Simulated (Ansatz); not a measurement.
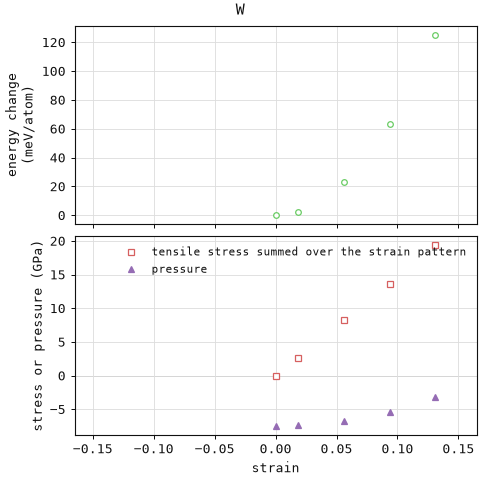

The picture above shows the energy change, tensile stress summed over the strain pattern and pressure against strain for W, space group Im-3m (No. 229).

Starting cell:
```yaml
crystal:
  lattice:
    - [-1.59730, 1.59730, 1.59730]
    - [1.59730, -1.59730, 1.59730]
    - [1.59730, 1.59730, -1.59730]
  atoms:
    - { symbol: W, position: [0.00000, 0.00000, 0.00000] }
```

Method: homogeneous strain of a crystal along one Voigt pattern with engineering shear, fractional coordinates fixed, by plane-wave density functional theory with PAW datasets, free energies less that of the undisturbed cell, pressure positive in compression; scalar-relativistic (Ansatz 0.2.0). Level: r2SCAN, no spin polarisation.

wave cutoff 500 eV; k mesh 20×20×20; occupations Gaussian; smearing width 0.15 eV; k shift (0, 0, 0) (mesh steps); start as given; strain pattern (0, 0, 0, 1, 0, 0) (xx yy zz yz xz xy with engineering shear).

The points at strain −0.1125, −0.0375, 0.075 and 0.15 follow from computed ones by symmetry.

The points at strain −0.1500, −0.1125, −0.0750, −0.0375, 0.0375, 0.0750, 0.1125 and 0.1500 are left out of the plot. What values does the calculation give there?

```
 strain  energy change (meV/atom)  tensile stress summed over the strain pattern (GPa)  pressure (GPa)
-0.1500                       165                                                -22.2          -1.859
-0.1125                        92                                                -16.5          -4.377
-0.0750                        41                                                -10.9          -6.141
-0.0375                        10                                                 -5.5          -7.136
 0.0375                        10                                                  5.5          -7.136
 0.0750                        41                                                 10.9          -6.141
 0.1125                        92                                                 16.5          -4.377
 0.1500                       165                                                 22.2          -1.859
```

Keep in mind: reference crystal is not relaxed.
